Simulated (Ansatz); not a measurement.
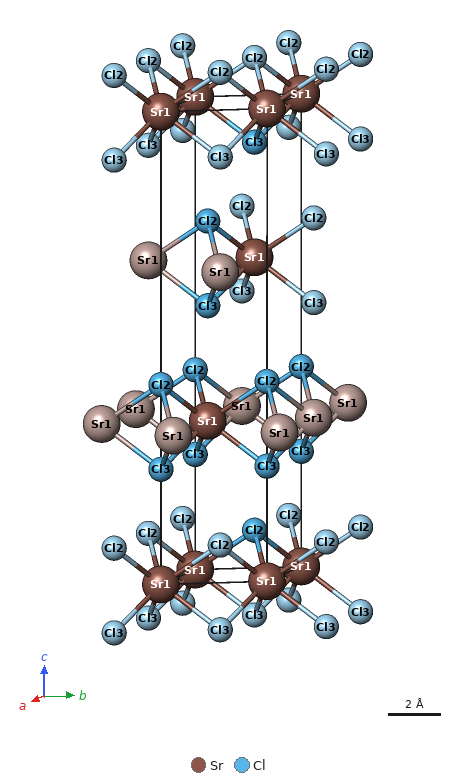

Fig. 1: The structure as given in the input (ball-and-stick view of the cell 3 times as large as that of the calculation, set on its symmetry axes, seen slightly off an axis; neighbours outside the cell are drawn fainter; atoms are numbered from 1 in the order of the input).

## What a change does: band-structure calculation on SrCl$_{2}$

System: SrCl$_{2}$ (R3m, 3 atoms in the cell).
Method of run 1: DFT, PBE, plane waves, PAW, no spin polarisation (Ansatz 0.2.0).

The structure was built on a prototype by a generator. The geometry comes from this level: r2scan-rvv10. Text and figures count atoms from 1; the logs count them from 0 in places.

**Input file, run 1**
```yaml
crystal:
  lattice:
    - [2.0857437684, 1.2042047261, 6.1350482706]
    - [-2.0857437684, 1.2042047261, 6.1350482706]
    - [0.0, -2.4084094522, 6.1350482706]
  atoms:
    - { symbol: Sr, position: [0.0002014275, 0.0002014275, 0.0002014275] }
    - { symbol: Cl, position: [0.4227725672, 0.4227725672, 0.4227725672] }
    - { symbol: Cl, position: [0.2436926722, 0.2436926722, 0.2436926722] }
kpoints:
  mp_grid: { grid: [8, 8, 8] }
  band_path:
    path:
      - [0.0, 0.0, 0.0]
      - [-0.5, -0.5, -0.5]
      - [-0.5, -0.1923513034, -0.8076486966]
      - [-0.1923513034, 0.1923513034, -0.5]
      - [0.0, 0.0, -0.5]
      - [0.0, 0.3461756517, -0.3461756517]
      - [-0.3461756517, 0.0, -0.6538243483]
      - [-0.5, 0.0, -0.5]
    npoints: 1
hamiltonian:
  xc: pbe
scf:
  occupations: { method: fixed }
  n_extra_bands: 4
output:
  forces: true
  stress: true
  eigenvalues: true
```

Command:
```bash
ansatz run input.yaml --threads 2 --pin off --max-ram 2764MiB --backend cpu --events-out ev --progress --plain --runs-dir out
```

Hardware: 2 threads of Arm Neoverse V2, 24 GiB of memory available, shared host.

**Output, shortened to warnings, some set-up lines, iterations and results (run 1)**
```
Basis set: ecut = 420 eV, 1779 PW (Γ), FFT grids on a1−a3, a2−a3, a3, exchange–correlation on 60×60×90 points (8 copies of the dense FFT grid, shifted against one another)
Symmetry: 6 space group operations
k-points: 65 of 512 (time reversal used)
Initial density: superposition of atomic densities (neutral atoms: chi_scale 0, normalization atom), corrected by the library's trained network
[...]
SCF iter   1: F=—  HF=-5710.106814 eV  |F-HF|=—  |Δ(HF+E_count)|=         —  Δρ=8.44e-4  dr2=1.29e-3  ethr=1.77e-3  ⟨swp⟩=6.4  Hψ=6411  notcnv=0  defer=86
SCF iter   2: F=—  HF=-5710.107256 eV  |F-HF|=—  |Δ(HF+E_count)|=   4.42e-4  Δρ=4.58e-4  dr2=1.92e-4  ethr=5.36e-6  ⟨swp⟩=3.1  Hψ=2731  notcnv=0  defer=130
SCF iter   3: F=—  HF=-5710.107301 eV  |F-HF|=—  |Δ(HF+E_count)|=   4.51e-5  Δρ=2.26e-4  dr2=2.73e-5  ethr=8.02e-7  ⟨swp⟩=2.0  Hψ=1543  notcnv=0  defer=130
SCF iter   4: F=—  HF=-5710.107376 eV  |F-HF|=—  |Δ(HF+E_count)|=   7.53e-5  Δρ=5.55e-5  dr2=1.96e-6  ethr=1.14e-7  ⟨swp⟩=2.0  Hψ=1885  notcnv=0  defer=130
SCF iter   5: F=-5710.107381 eV  HF=-5710.107381 eV  |F-HF|=3.86e-7  |Δ(HF+E_count)|=   4.34e-6  Δρ=1.45e-5  dr2=9.75e-8  ethr=8.19e-9  ⟨swp⟩=2.5  Hψ=1769  notcnv=0  defer=130
SCF iter   6: F=-5710.107381 eV  HF=-5710.107381 eV  |F-HF|=1.44e-8  |Δ(HF+E_count)|=   4.22e-7  Δρ=3.27e-6  dr2=8.63e-9  ethr=4.06e-10  ⟨swp⟩=8.5  Hψ=7143  notcnv=0
SCF 1 converged in 6 iterations: F = -5710.107381 eV  dr2 = 8.63e-9
NSCF: frozen V_eff on 8 k-points
SCF converged after 6 iterations
Free energy (F): -5710.107381 eV
Harris-Foulkes:  -5710.107381 eV  (|F-HF|=1.44e-8)
Internal energy: -5710.107381 eV  (E = F + TS)
E sigma→0 (E₀):  -5710.107381 eV
Fermi energy:    2.486487 eV
--- Per-component energies (eV) ---
  E_band       = -167.343306
  E_kinetic    = 568.600576
  E_local      = -1303.876908  (includes V_loc(G=0)·N_el)
  E_nonlocal   = 258.937643
  E_hartree    = 375.565657
  E_xc         = -388.862318
  E_vxc        = -407.704393  (∫ρ·V_xc dr)
  E_paw        = -4013.276210  (= ΣΔE_a)
  E_vpaw       = -34.431884  (= ΣTr[D̂ρ^β])
  E_aug_tail   = 0.000179  (compensation charges beyond the density's cutoff)
  E_ewald      = -1207.196001
  E_smearing   = -0.000000  (= −TS)
  E_closure    = -0.000000  (closes the sum)
  Σ components = -5710.107381   (vs F -5710.107381, Δ=0.00e0)
--- Forces (eV/Å), atoms counted from 1 ---
  atom   1  Sr     0.00000000    -0.00000000    -0.00317581
  atom   2  Cl     0.00000000     0.00000000    -0.02274973
  atom   3  Cl     0.00000000    -0.00000000     0.02597484
  max |Σ_I F_I| component: 4.93e-5 eV/Å
--- Stress (GPa, compression-positive) ---
        1.233383       0.000000       0.000000
        0.000000       1.233383      -0.000000
       -0.000000      -0.000000       1.183627
  P = ⅓ Tr σ = 1.2168 GPa (12.168 kbar)
```

Run 2 used a changed input.

**The two runs side by side**

| quantity | run 1 | run 2 |
| --- | --- | --- |
| outcome | converged | converged |
| free energy per atom (eV) | −1903.3691 | −1909.9982 |
| gap on the mesh (eV) | 4.34 | 4.87 |
| pressure (GPa) | 1.22 | 0.62 |
| largest force (eV/Å) | 0.026 | 0.012 |
| SCF iterations | 6 | 6 |
| irreducible k-points | 65 | 65 |
| plane waves at Γ | 1779 | 2339 |
| wall time (shared host) | 5.1 s | 14 s |

What was changed in the input?

The change (lines with − go, lines with + come):
```diff
-  xc: pbe
+  xc: r2scan
```

The total energies belong to different methods, so their difference says nothing on which is more stable or more accurate. The gap on the mesh goes from 4.34 to 4.87 eV. The pressure goes from 1.22 to 0.62 GPa. The functional changes from PBE to r2SCAN. The number of SCF iterations is the same. The default cutoff goes from 420 to 500 eV with the change. The plane waves at Γ go from 1779 to 2339. On the same kind of shared host run 2 took about 2.7 times as long.

**Output, shortened to warnings, some set-up lines, iterations and results (run 2)**
```
Basis set: ecut = 500 eV, 2339 PW (Γ), FFT grids on a1−a3, a2−a3, a3, exchange–correlation on 128×128×200 points (64 copies of the dense FFT grid, shifted against one another)
Symmetry: 6 space group operations
k-points: 65 of 512 (time reversal used)
Initial density: superposition of atomic densities (neutral atoms: chi_scale 0, normalization atom), corrected by the library's trained network
[...]
SCF iter   1: F=—  HF=-5729.937847 eV  |F-HF|=—  |Δ(HF+E_count)|=         —  Δρ=3.87e-3  dr2=8.63e-3  dr2_τ=1.23e-2  ethr=1.77e-3  ⟨swp⟩=6.3  Hψ=6414  notcnv=0  defer=84
SCF iter   2: F=—  HF=-5729.994318 eV  |F-HF|=—  |Δ(HF+E_count)|=   5.65e-2  Δρ=1.97e-3  dr2=1.72e-3  dr2_τ=1.77e-4  ethr=3.60e-5  ⟨swp⟩=3.0  Hψ=2638  notcnv=0  defer=130
SCF iter   3: F=—  HF=-5729.994590 eV  |F-HF|=—  |Δ(HF+E_count)|=   2.72e-4  Δρ=3.85e-4  dr2=9.65e-5  dr2_τ=1.74e-5  ethr=7.17e-6  ⟨swp⟩=3.2  Hψ=1933  notcnv=0  defer=130
SCF iter   4: F=—  HF=-5729.994590 eV  |F-HF|=—  |Δ(HF+E_count)|=   8.00e-8  Δρ=6.82e-5  dr2=6.59e-6  dr2_τ=9.19e-7  ethr=4.02e-7  ⟨swp⟩=2.0  Hψ=1490  notcnv=0  defer=130
SCF iter   5: F=—  HF=-5729.994589 eV  |F-HF|=—  |Δ(HF+E_count)|=   1.87e-7  Δρ=2.64e-5  dr2=6.47e-7  dr2_τ=4.25e-8  ethr=2.75e-8  ⟨swp⟩=2.0  Hψ=1430  notcnv=0  defer=130
SCF iter   6: F=-5729.994589 eV  HF=-5729.994589 eV  |F-HF|=1.47e-8  |Δ(HF+E_count)|=   1.80e-8  Δρ=8.47e-6  dr2=3.43e-8  dr2_τ=7.19e-9  ethr=4.17e-10  ⟨swp⟩=12.4  Hψ=7657  …
SCF 1 converged in 6 iterations: F = -5729.994589 eV  dr2 = 3.43e-8
NSCF: frozen V_eff on 8 k-points
SCF converged after 6 iterations
Free energy (F): -5729.994589 eV
Harris-Foulkes:  -5729.994589 eV  (|F-HF|=1.47e-8)
Internal energy: -5729.994589 eV  (E = F + TS)
E sigma→0 (E₀):  -5729.994589 eV
Fermi energy:    2.127990 eV
--- Per-component energies (eV) ---
  E_band       = -183.299096
  E_kinetic    = 568.127907
  E_local      = -1301.350631  (includes V_loc(G=0)·N_el)
  E_nonlocal   = 257.927175
  E_hartree    = 374.617520
  E_xc         = -372.989565
  E_vxc        = -448.857970  (∫ρ·V_xc dr)
  E_paw        = -4048.712216  (= ΣΔE_a)
  E_vpaw       = -32.204377  (= ΣTr[D̂ρ^β])
  E_aug_tail   = 0.000072  (compensation charges beyond the density's cutoff)
  E_vtau       = 23.824880  (kinetic-family band-sum trace: ∫τ·v_τ [+ j·A + Jᵃ·Aᵃ] dr)
  E_ewald      = -1207.196001
  E_core_change = -0.418850  (= ΣΔE_core)
  E_smearing   = -0.000000  (= −TS)
  E_closure    = -0.000000  (closes the sum)
  Σ components = -5729.994589   (vs F -5729.994589, Δ=0.00e0)
--- Forces (eV/Å), atoms counted from 1 ---
  atom   1  Sr     0.00000000    -0.00000000    -0.00089622
  atom   2  Cl     0.00000000     0.00000000    -0.01154783
  atom   3  Cl     0.00000000    -0.00000000     0.01243198
  max |Σ_I F_I| component: 1.21e-5 eV/Å
--- Stress (GPa, compression-positive) ---
        0.638556       0.000000       0.000000
        0.000000       0.638556      -0.000000
        0.000000      -0.000000       0.595978
  P = ⅓ Tr σ = 0.6244 GPa (6.244 kbar)
```
